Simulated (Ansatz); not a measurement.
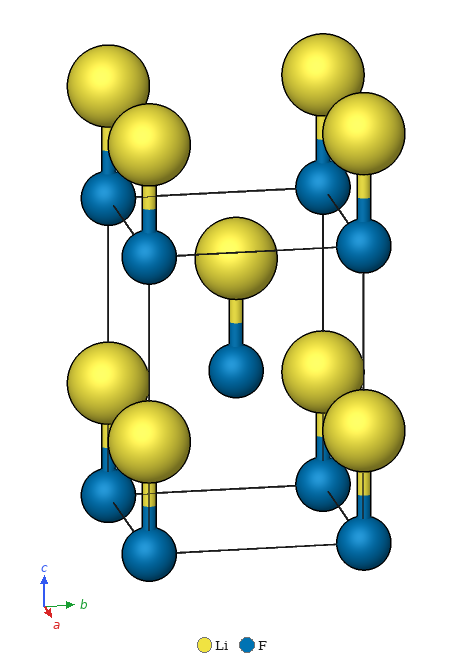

An orthographic ball-and-stick view of the structure, slightly off an axis. The edges of the conventional unit cell are marked. Atoms of adjacent cells appear where they bond to atoms in the box. Cell: a = 2.887 Å, b = 2.887 Å, c = 4.083 Å, α = 90.00°, β = 90.00°, γ = 90.00°.

Its composition is LiF. The symmetry is that of I4mm (No. 107), on a body-centred tetragonal lattice. It has 4 atoms to the cell (2 Li, 2 F). With the cut-offs used for the sticks, the coordination is Li 1 and F 1.

The model was built from a structure listed in the Materials Project. Earlier steps of the study may have refined or changed the cell and positions. It was set up as input for a calculation with Ansatz.
